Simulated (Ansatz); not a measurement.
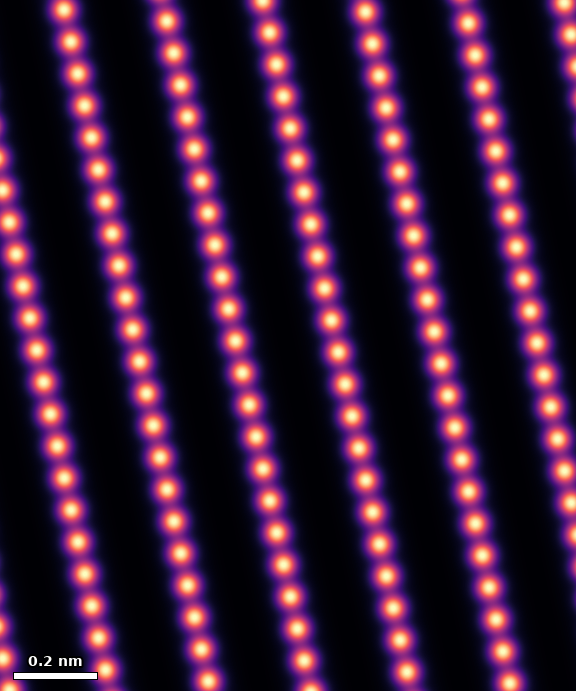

HAADF-like image of a crystal. Simulated incoherent Z contrast: every atom adds Z^1.8 spread by a probe of 0.50 Å full width; channelling and multiple scattering are left out. The probe carries 25 % of its weight in a tail 2.5 times as wide.

### Give the net of the columns and its spacings.

The pattern repeats on a rectangular net of 0.8 × 2.4 Å.

### What is the plane group of the image?

p2mm: mirror lines in two perpendicular directions, with twofold points where they cross.

### How many columns does the smallest repeating cell hold, and how many levels of brightness?

1 column in the primitive cell of 1.9 Å², all of one brightness.

The crystal is Ga (Im-3m, No. 229) seen along [221]. Structure: the geometry relaxed with DFT, PBE, plane waves (420 eV) with PAW, scalar-relativistic (Ansatz 0.2.0); the starting structure was generated, so it need not be a known form of this composition.
